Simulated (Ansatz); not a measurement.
**Geometry relaxation of SiC (part 1 of 2)**

SiC (P1, 32 atoms in the cell), computed with DFT PBE, scalar-relativistic, plane waves, PAW, no spin polarisation (Ansatz 0.2.0).

The structure derives from a Materials Project entry. It belongs to a series of runs on one base structure; here: the perfect supercell shaken and relaxed.

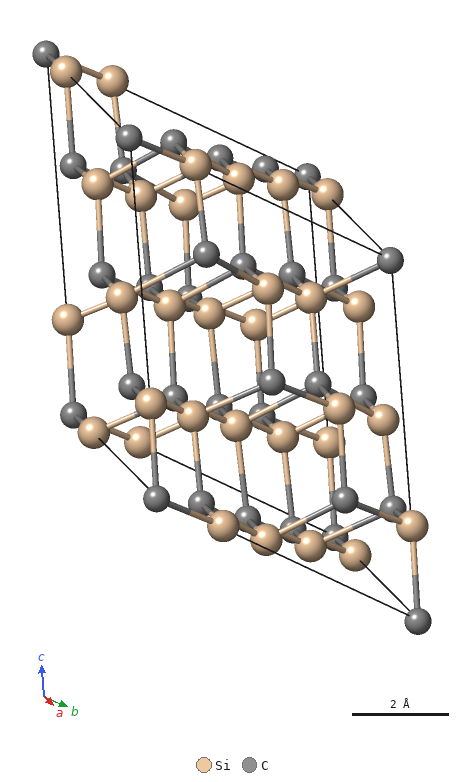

**Figure 1.** The starting structure (ball-and-stick view of the cell of the calculation, seen at an oblique angle). Near neighbours in the crystal (not all of them lie inside the picture): Si has 4 C at 1.76 to 2.04 Å; C has 4 Si at 1.76 to 2.04 Å.

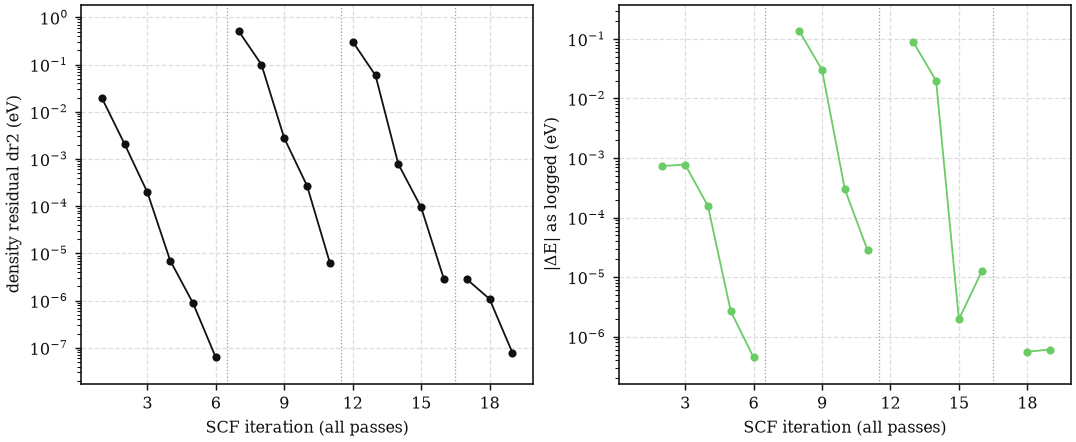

**Figure 2.** Convergence of the self-consistent field: density residual dr2 and size of the energy change against the SCF iteration. The dotted lines part the SCF passes of the relaxation: geometry steps, rejected trials and re-solves on a re-selected basis. The passes take 6, 5, 5 and 3 iterations.

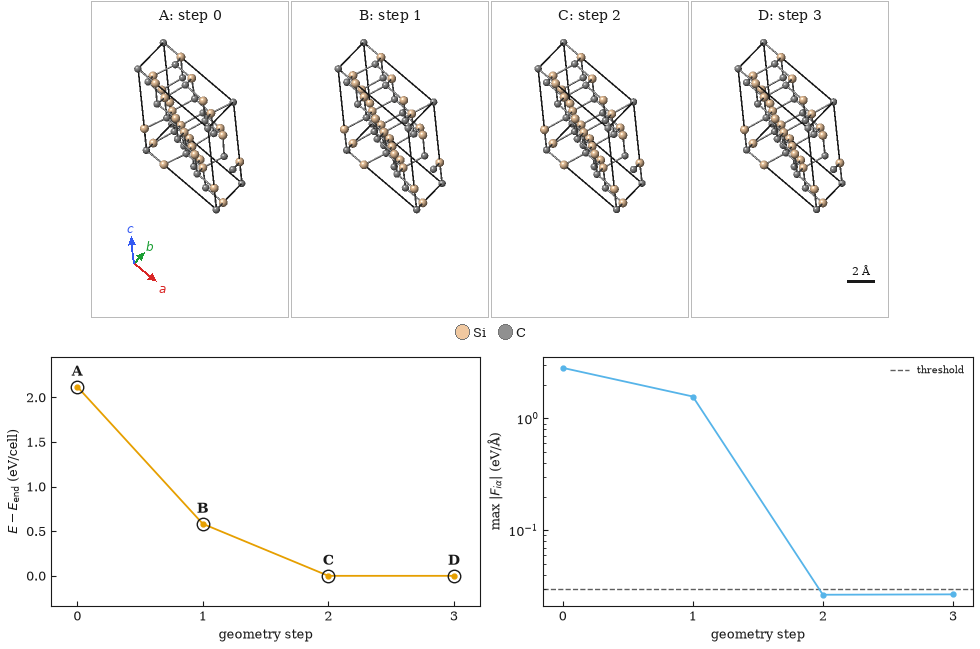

**Figure 3.** Frames of the relaxation (ball-and-stick view of the cell of the calculation, seen slightly off an axis) above the curves, on which the letters mark them (the first geometry is step 0 here and step 1 in the log).

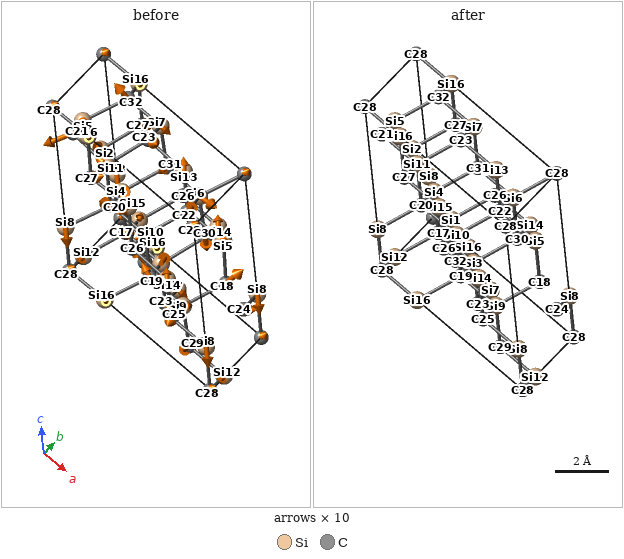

**Figure 4.** Before (left) and after (right) the relaxation, at one scale (ball-and-stick view of the cell of the calculation, seen slightly off an axis). The orange arrows give the displacements, magnified 10 times. The energy falls by 2.120 eV per cell of the calculation in 3 geometry steps. The largest force component goes from 2.8 to 0.027 eV/Å. The largest move is that of C21, 0.13 Å. By element the largest moves are C 0.13 Å, Si 0.10 Å. The cell stays as it was. Distances before and after: Si14–C21 2.042 → 1.896 Å, Si6–C22 2.034 → 1.896 Å, Si4–C20 1.764 → 1.894 Å, Si6–C31 1.779 → 1.895 Å. Among the angles that change: C18–Si2–C27 116.3° → 109.5°, Si2–C18–Si9 115.8° → 109.5°, C17–Si3–C23 103.1° → 109.5°. The space group (tolerance 0.01 Å) goes from P1 (No. 1) to F-43m (No. 216). (Atoms are counted from 1 in the order of the input.)

These pictures come from the run below.

**Input file**
```yaml
crystal:
  lattice:
    - [-4.3797259396, -4.3797259396, 4.3797259396]
    - [4.3797259396, -4.3797259396, -4.3797259396]
    - [4.3797259396, 4.3797259396, 4.3797259396]
  atoms:
    - { symbol: Si, position: [0.2505205857, 0.7438378263, 0.246545387] }
    - { symbol: Si, position: [0.0071279482, 0.7462255802, 0.5014778496] }
    - { symbol: Si, position: [0.5008508099, 0.4861430081, 0.248069266] }
    - { symbol: Si, position: [0.2486038302, 0.4904203406, 0.5022460438] }
    - { symbol: Si, position: [-0.0005565624, 0.5017894555, 0.7489083472] }
    - { symbol: Si, position: [0.7371623932, 0.7500339853, 0.7471855935] }
    - { symbol: Si, position: [0.4946680779, 0.7464869623, 0.0019003387] }
    - { symbol: Si, position: [-0.0007187515, 0.002505431, 0.2609122978] }
    - { symbol: Si, position: [0.7461345696, 0.2426470398, 0.248352836] }
    - { symbol: Si, position: [0.506421105, 0.2571904694, 0.504329906] }
    - { symbol: Si, position: [0.2580467153, 0.2518074415, 0.7489639792] }
    - { symbol: Si, position: [0.0054030292, 0.2506744384, 0.007661059] }
    - { symbol: Si, position: [0.7522204343, 0.4942894383, -0.0065536469] }
    - { symbol: Si, position: [0.7521527137, -0.0052964568, 0.4949682049] }
    - { symbol: Si, position: [0.5065921114, 0.0075411157, 0.7563448998] }
    - { symbol: Si, position: [0.2504181793, -0.0051907253, 0.0040547767] }
    - { symbol: C, position: [0.2441409043, 0.5018043202, 0.2452890972] }
    - { symbol: C, position: [-0.0113953782, 0.4928907305, 0.484572808] }
    - { symbol: C, position: [0.5062401013, 0.2474347892, 0.2454385458] }
    - { symbol: C, position: [0.2551933762, 0.2585693371, 0.4973095877] }
    - { symbol: C, position: [0.0198650919, 0.2617169559, 0.7674956949] }
    - { symbol: C, position: [0.7494925453, 0.4865241486, 0.7479532466] }
    - { symbol: C, position: [0.4913541131, 0.5050183125, -0.005634167] }
    - { symbol: C, position: [0.9916801201, 0.7459858193, 0.2446274209] }
    - { symbol: C, position: [0.7513246611, 0.0072409911, 0.2527638677] }
    - { symbol: C, position: [0.5030751913, -0.0016107423, 0.5007673604] }
    - { symbol: C, position: [0.2412154057, -0.0030347645, 0.7425683648] }
    - { symbol: C, position: [-0.0029776827, -0.0029793013, -0.0050991902] }
    - { symbol: C, position: [0.7587450528, 0.2455404871, 0.0105349933] }
    - { symbol: C, position: [0.7515302855, 0.7469791957, 0.5098990025] }
    - { symbol: C, position: [0.5068912015, 0.7517315558, 0.7576904853] }
    - { symbol: C, position: [0.2580950739, 0.7540216008, -0.0057270168] }
basis:
  ecutwfc: 420
  xc_grid: 2
kpoints:
  mp_grid: { grid: [2, 2, 2], shift: [0.5, 0.5, 0.5] }
hamiltonian:
  xc: pbe
scf:
  occupations: { method: gaussian, width: 0.02 }
output:
  forces: true
  stress: false
  eigenvalues: true
relax:
  adjacent_minimum: "off"
  f_tol: 0.03
  max_steps: 25
```

Run as:
```bash
ansatz run input.yaml --threads 8 --pin off --max-ram 16384MiB --backend cpu --events-out ev --progress --plain --runs-dir out
```

**Log**
```
Engine: ansatz 0.2.0, aarch64-unknown-linux-gnu
Pseudopotentials: kind: paw
Pseudopotential: Si, paw, valence charge 4, recommended cutoff 420 eV (normal), Si.paw.azcp
Pseudopotential: C, paw, valence charge 4, recommended cutoff 420 eV (normal), C.paw.azcp
Functional definition: PBE
  parameter kappa = 0.804
  parameter beta = 0.06672455060314922
  exchange = pbe_x(kappa = kappa, mu = beta*pi^2/3)
  correlation = pbe_c(beta = beta)
Crystal: 32 atoms, lattice volume = 336.048 Å³
Basis set: ecut = 420 eV, 6603 PW (Γ), exchange–correlation on 108×108×108 points (8 copies of the dense FFT grid, shifted against one another)
Bands: 96, of which v1, the nominal top of the filled ones, is band 64 counted from 1 (63 counted from 0)
Symmetry: 1 space group operations
Space group: P1 (ITA 1), of the structure as read, at distance tolerance 7.0e-5 Å
k-points: 4 of 8 (time reversal used)
Non-local potential: Si, projectors of the file, l = 0: 2, l = 1: 2, l = 2: 2
Non-local potential: C, projectors of the file, l = 0: 2, l = 1: 2, l = 2: 1
PAW form: soft (Blöchl's): semilocal exchange-correlation on the pseudo side does not see the compensation charge
PAW one-centre angular grid: Si, 110 points (default); XC on 64 Gauss nodes
PAW one-centre angular grid: C, 110 points (default); XC on 64 Gauss nodes
Initial density: superposition of atomic densities (neutral atoms: chi_scale 0, normalization atom), corrected by the library's trained network
Initial wavefunctions: pseudopotential atomic-orbital guess
Functional: x = pbe(κ = 0.804, μ = 0.2195149727645171), c = pbe(β = 0.06672455060314922)
SCF iter   1: F=—  HF=-14192.409268 eV  |F-HF|=—  |Δ(HF+E_count)|=         —  Δρ=2.34e-3  dr2=1.99e-2  ethr=1.77e-3  ⟨swp⟩=6.2  Hψ=1789  notcnv=0  defer=29
preconditioner: auto → Resta (q_TF=auto, 2.323 Å⁻¹)  ε∞=4.8  [insulator: Δε(μ)=2.274 eV  Ē_g=11.781 eV  σ=0.020 eV  W_gap=1.00  n_scr=78 (ndim 8)  ℏωp=22.9 eV  f_vac=0.000  D(μ)=0.00/eV (n_scr^D=0)  ε∞_Penn≈4.8]
SCF iter   2: F=—  HF=-14192.408535 eV  |F-HF|=—  |Δ(HF+E_count)|=   7.33e-4  Δρ=8.99e-4  dr2=2.08e-3  ethr=1.55e-5  ⟨swp⟩=2.0  Hψ=612  notcnv=0  defer=110
SCF iter   3: F=—  HF=-14192.409313 eV  |F-HF|=—  |Δ(HF+E_count)|=   7.78e-4  Δρ=3.02e-4  dr2=1.97e-4  ethr=1.63e-6  ⟨swp⟩=2.0  Hψ=451  notcnv=0  defer=110
SCF iter   4: F=—  HF=-14192.409470 eV  |F-HF|=—  |Δ(HF+E_count)|=   1.56e-4  Δρ=4.62e-5  dr2=7.06e-6  ethr=1.54e-7  ⟨swp⟩=2.0  Hψ=529  notcnv=0  defer=110
iter 5 did not close the SCF: its close was put off for the readings that it lacked (scf_convergence_deferred on its scf_iter line)
SCF iter   5: F=-14192.409472 eV  HF=-14192.409472 eV  |F-HF|=1.79e-7  |Δ(HF+E_count)|=   2.67e-6  Δρ=1.67e-5  dr2=8.87e-7  ethr=5.51e-9  ⟨swp⟩=2.0  Hψ=530  notcnv=0  defer=110
SCF iter   6: F=-14192.409473 eV  HF=-14192.409473 eV  |F-HF|=2.78e-8  |Δ(HF+E_count)|=   4.47e-7  Δρ=4.33e-6  dr2=6.24e-8  ethr=6.93e-10  ⟨swp⟩=10.0  Hψ=1847  notcnv=0
SCF 1 converged in 6 iterations: F = -14192.409473 eV  dr2 = 6.24e-8
  greatest PAW one-centre occupation: 0.650 electrons in one spin orbital (limit 2), on the C atom at site 19 (counted from 0), in its partial waves of l = 0
relax step   1: F+E_penalty+E_count = -14192.40947268 eV  Δ(F+E_penalty+E_count) = +0.000e0 eV  max|allowed force component| = 2.838e0 eV/Å  Δτ_max = 0.0000 Å  (6 SCF iters, dr2 threshold 2.25e-5 eV, accepted)
Initial density: handed on by an earlier stage of this run
Initial wavefunctions: those handed on with the density
iter 1 solved again at ethr=3.98e-4 eV; its pass at ethr=3.10e-3 eV (dr2=5.10e-1 eV) is discarded
SCF iter   1: F=—  HF=-14194.112998 eV  |F-HF|=—  |Δ(HF+E_count)|=         —  Δρ=1.13e-2  dr2=5.13e-1  ethr=3.98e-4  ⟨swp⟩=1.0  Hψ=1391  notcnv=0  defer=100
preconditioner: auto → Resta (q_TF=auto, 2.323 Å⁻¹)  ε∞=4.7  [insulator: Δε(μ)=2.554 eV  Ē_g=11.849 eV  σ=0.020 eV  W_gap=1.00  n_scr=78 (ndim 8)  ℏωp=22.9 eV  f_vac=0.000  D(μ)=0.00/eV (n_scr^D=0)  ε∞_Penn≈4.7]
SCF iter   2: F=—  HF=-14193.976893 eV  |F-HF|=—  |Δ(HF+E_count)|=   1.36e-1  Δρ=5.23e-3  dr2=1.00e-1  ethr=3.98e-4  ⟨swp⟩=3.0  Hψ=518  notcnv=0  defer=100
SCF iter   3: F=—  HF=-14193.946573 eV  |F-HF|=—  |Δ(HF+E_count)|=   3.03e-2  Δρ=1.02e-3  dr2=2.76e-3  ethr=7.84e-5  ⟨swp⟩=2.8  Hψ=506  notcnv=0  defer=100
SCF iter   4: F=—  HF=-14193.946274 eV  |F-HF|=—  |Δ(HF+E_count)|=   2.98e-4  Δρ=2.95e-4  dr2=2.70e-4  ethr=2.16e-6  ⟨swp⟩=2.0  Hψ=586  notcnv=0  defer=100
SCF iter   5: F=-14193.946305 eV  HF=-14193.946302 eV  |F-HF|=2.32e-6  |Δ(HF+E_count)|=   2.80e-5  Δρ=4.83e-5  dr2=6.31e-6  ethr=7.81e-8  ⟨swp⟩=12.2  Hψ=2274  notcnv=0
SCF 2 converged in 5 iterations: F = -14193.946305 eV  dr2 = 6.31e-6
  greatest PAW one-centre occupation: 0.646 electrons in one spin orbital (limit 2), on the C atom at site 19 (counted from 0), in its partial waves of l = 0
relax step   2: F+E_penalty+E_count = -14193.94630477 eV  Δ(F+E_penalty+E_count) = -1.537e0 eV  max|allowed force component| = 1.573e0 eV/Å  Δτ_max = 0.1091 Å  (5 SCF iters, dr2 threshold 1.00e-4 eV, accepted)
SCF iter   1: F=—  HF=-14194.637827 eV  |F-HF|=—  |Δ(HF+E_count)|=         —  Δρ=8.92e-3  dr2=3.06e-1  ethr=1.99e-3  ⟨swp⟩=4.0  Hψ=1000  notcnv=0  defer=92
preconditioner: auto → Resta (q_TF=auto, 2.323 Å⁻¹)  ε∞=4.7  [insulator: Δε(μ)=2.675 eV  Ē_g=11.886 eV  σ=0.020 eV  W_gap=1.00  n_scr=78 (ndim 8)  ℏωp=22.9 eV  f_vac=0.000  D(μ)=0.00/eV (n_scr^D=0)  ε∞_Penn≈4.7]
SCF iter   2: F=—  HF=-14194.548895 eV  |F-HF|=—  |Δ(HF+E_count)|=   8.89e-2  Δρ=4.13e-3  dr2=5.88e-2  ethr=2.39e-4  ⟨swp⟩=3.0  Hψ=658  notcnv=0  defer=92
SCF iter   3: F=—  HF=-14194.529066 eV  |F-HF|=—  |Δ(HF+E_count)|=   1.98e-2  Δρ=5.69e-4  dr2=7.80e-4  ethr=4.59e-5  ⟨swp⟩=3.0  Hψ=538  notcnv=0  defer=92
SCF iter   4: F=—  HF=-14194.529068 eV  |F-HF|=—  |Δ(HF+E_count)|=   1.95e-6  Δρ=1.79e-4  dr2=9.42e-5  ethr=7.81e-8  ⟨swp⟩=12.0  Hψ=2536  notcnv=0
SCF iter   5: F=-14194.529081 eV  HF=-14194.529081 eV  |F-HF|=9.00e-7  |Δ(HF+E_count)|=   1.25e-5  Δρ=3.10e-5  dr2=2.84e-6  ethr=7.36e-8  ⟨swp⟩=7.0  Hψ=1543  notcnv=0
SCF 3 converged in 5 iterations: F = -14194.529081 eV  dr2 = 2.84e-6
  greatest PAW one-centre occupation: 0.643 electrons in one spin orbital (limit 2), on the C atom at site 19 (counted from 0), in its partial waves of l = 0
relax step   3: F+E_penalty+E_count = -14194.52908149 eV  Δ(F+E_penalty+E_count) = -5.828e-1 eV  max|allowed force component| = 2.651e-2 eV/Å  Δτ_max = 0.0653 Å  (5 SCF iters, dr2 threshold 1.00e-4 eV, accepted)
iter 1 solved again at ethr=2.22e-9 eV; its pass at ethr=3.10e-3 eV (dr2=2.84e-6 eV) is discarded
SCF iter   1: F=—  HF=-14194.529081 eV  |F-HF|=—  |Δ(HF+E_count)|=         —  Δρ=3.10e-5  dr2=2.84e-6  ethr=2.22e-9  ⟨swp⟩=1.0  Hψ=920  notcnv=0
preconditioner: auto → Resta (q_TF=auto, 2.323 Å⁻¹)  ε∞=4.7  [insulator: Δε(μ)=2.689 eV  Ē_g=11.866 eV  σ=0.020 eV  W_gap=1.00  n_scr=78 (ndim 8)  ℏωp=22.9 eV  f_vac=0.000  D(μ)=0.00/eV (n_scr^D=0)  ε∞_Penn≈4.7]
SCF iter   2: F=—  HF=-14194.529081 eV  |F-HF|=—  |Δ(HF+E_count)|=   5.58e-7  Δρ=1.87e-5  dr2=1.08e-6  ethr=2.22e-9  ⟨swp⟩=1.0  Hψ=292  notcnv=0
SCF iter   3: F=-14194.529082 eV  HF=-14194.529082 eV  |F-HF|=2.30e-8  |Δ(HF+E_count)|=   6.07e-7  Δρ=4.68e-6  dr2=7.86e-8  ethr=7.81e-11  ⟨swp⟩=3.5  Hψ=1581  notcnv=0
SCF 4 converged in 3 iterations: F = -14194.529082 eV  dr2 = 7.86e-8
relax step   4: F+E_penalty+E_count = -14194.52908189 eV  Δ(F+E_penalty+E_count) = -4.029e-7 eV  max|allowed force component| = 2.671e-2 eV/Å  Δτ_max = 0.0000 Å  (3 SCF iters, accepted)
SCF converged after 3 iterations
Free energy (F): -14194.529082 eV
Harris-Foulkes:  -14194.529082 eV  (|F-HF|=2.30e-8)
Internal energy: -14194.529082 eV  (E = F + TS)
E sigma→0 (E₀):  -14194.529082 eV
Fermi energy:    10.037371 eV
--- Per-component energies (eV) ---
  E_band       = 440.340000
  E_kinetic    = 2158.964615
  E_local      = -1685.363187  (includes V_loc(G=0)·N_el)
  E_nonlocal   = 826.548356
  E_hartree    = 515.447700
  E_xc         = -1683.834110
  E_vxc        = -1744.427892  (∫ρ·V_xc dr)
  E_paw        = -9792.355601  (= ΣΔE_a)
  E_vpaw       = -146.277943  (= ΣTr[D̂ρ^β])
  E_aug_tail   = 0.000182  (compensation charges beyond the density's cutoff)
  E_ewald      = -4533.937036
  E_smearing   = -0.000000  (= −TS)
  E_closure    = -0.000000  (closes the sum)
  Σ components = -14194.529082   (vs F -14194.529082, Δ=0.00e0)
--- Forces (eV/Å), atoms counted from 1 ---
  atom   1  Si     0.00658637    -0.00981442    -0.00415292
  atom   2  Si    -0.00043133    -0.00406895     0.00120871
  atom   3  Si     0.00595381    -0.00857701    -0.00704871
  atom   4  Si     0.01820885    -0.02272586    -0.02360105
  atom   5  Si     0.00301669     0.00481129     0.00256320
  atom   6  Si    -0.00859253    -0.02014817     0.01401606
  atom   7  Si    -0.00421055    -0.01154946    -0.00564600
  atom   8  Si     0.00403230    -0.00188420     0.00104253
  atom   9  Si     0.00919056    -0.00445119    -0.00233668
  atom  10  Si     0.00869996     0.00027785    -0.00680025
  atom  11  Si     0.00330937     0.00168974     0.00246491
  atom  12  Si    -0.00213599    -0.00273343    -0.00289789
  atom  13  Si     0.00011670    -0.00843431    -0.00446671
  atom  14  Si     0.00050402     0.00173960    -0.00299841
  atom  15  Si     0.00096187    -0.00521647    -0.00353800
  atom  16  Si     0.00790955     0.00127123    -0.00048452
  atom  17  C     -0.00443243     0.00792789     0.00964280
  atom  18  C     -0.00577148     0.00241149     0.00082817
  atom  19  C     -0.00763329     0.00641337     0.00349761
  atom  20  C     -0.02671431     0.01641955     0.01789219
  atom  21  C     -0.00027938    -0.00257643     0.00024716
  atom  22  C     -0.00142045     0.00487693     0.00464634
  atom  23  C     -0.00325982     0.01123168     0.00768209
  atom  24  C      0.00092129     0.00509988    -0.00079737
  atom  25  C     -0.00234960     0.00206671     0.00912303
  atom  26  C     -0.00583412     0.00331682     0.00479705
  atom  27  C     -0.00035540    -0.00342759    -0.00262693
  atom  28  C     -0.00493182     0.00336814    -0.00263839
  atom  29  C     -0.00475376     0.00323619     0.00122740
  atom  30  C      0.00264163     0.00378299    -0.00289594
  atom  31  C      0.01078394     0.01969295    -0.00560484
  atom  32  C      0.00026036     0.00603554    -0.00228372
  max |Σ_I F_I| component: 6.23e-5 eV/Å
--- Band table (eV) ---
```
